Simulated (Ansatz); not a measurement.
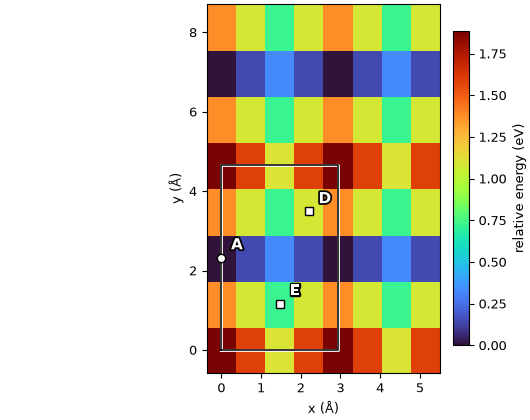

Si on a Ti(100) slab cut from the P6_3/mmc phase, its upper half relaxed before the scan (6 atoms of substrate and one adsorbate in a 1 × 1 cell). Si is moved over the surface cell; relaxed at each place: the height of the adsorbate's atoms; substrate rigid; the origin of the map has the adsorbate above Ti6. Places are given modulo a cell vector. The map is drawn in real space over the plane of the surface. The scan uses a 4 × 4 grid; 9 points were computed and 7 follow by symmetry. All energies are given in eV relative to the lowest grid point. The relaxed height changes by up to 0.8 Å between neighbouring points. With one adsorbate in each 1 × 1 cell, its nearest image is 2.9 Å away, so neighbouring adsorbates interact. The calculation used DFT PBE, scalar-relativistic, plane waves, PAW in Ansatz. Settings: cutoff 420 eV, k-mesh 9×6×1, gaussian smearing 0.1 eV, no spin polarisation.

Drawn: one coloured cell a grid point, the outline of one cell of the 2 × 2 shown, lettered points.

Is D the lowest point of the computed grid?

Answer. No. D lies 1.08 eV above the lowest grid point, which is at the trough between two rows of top atoms, (0/4, 2/4) of the cell vectors.

Rank the lettered points by energy, lowest first.

Answer. A (0.00 eV), E (0.72 eV), D (1.08 eV).

PAW datasets: the set soft_1.
